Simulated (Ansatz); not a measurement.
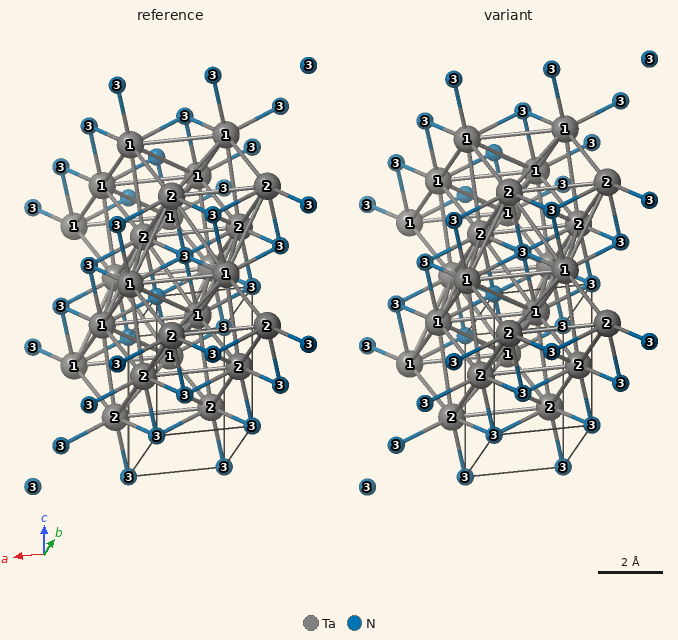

Left: solid Ta$_{2}$N (set up in P-3m1). Right: the same structure after one change, at the same scale. The picture is a ball-and-stick view of the cell of the calculation, repeated 2 × 3 × 2 with one cell outlined, seen from a free direction.

Theory: Ansatz, DFT PBE, scalar-relativistic, plane waves, PAW. (plane-wave cutoff 420 eV; k-point mesh 18 × 18 × 10; occupations gaussian; smearing width 0.1 eV; no spin polarisation)

> What distinguishes the right structure from the left one?

The volume is changed by +6.0 %. The cell's shape and the atoms are relaxed at that volume.

> And its effect?

The drawn cell changes as follows: a = b 3.101 → 3.172 Å (+2.3 %), c 4.882 → 4.945 Å (+1.3 %); the volume changes by +6.0 %. The largest moves relative to the cell, 0.021 Å, are those of Ta1 and Ta2. Ta2 goes along −c. N stays in place. Among the bonded contacts that change: Ta–Ta 2.987 → 3.070 Å, Ta–Ta 3.101 → 3.172 Å, N–Ta 2.181 → 2.212 Å, Ta–Ta 3.067 → 3.084 Å. The space group stays P-3m1 (No. 164). Energy change: +36.6 meV per atom. Pressure: 0.0 GPa before, −13.6 GPa after.
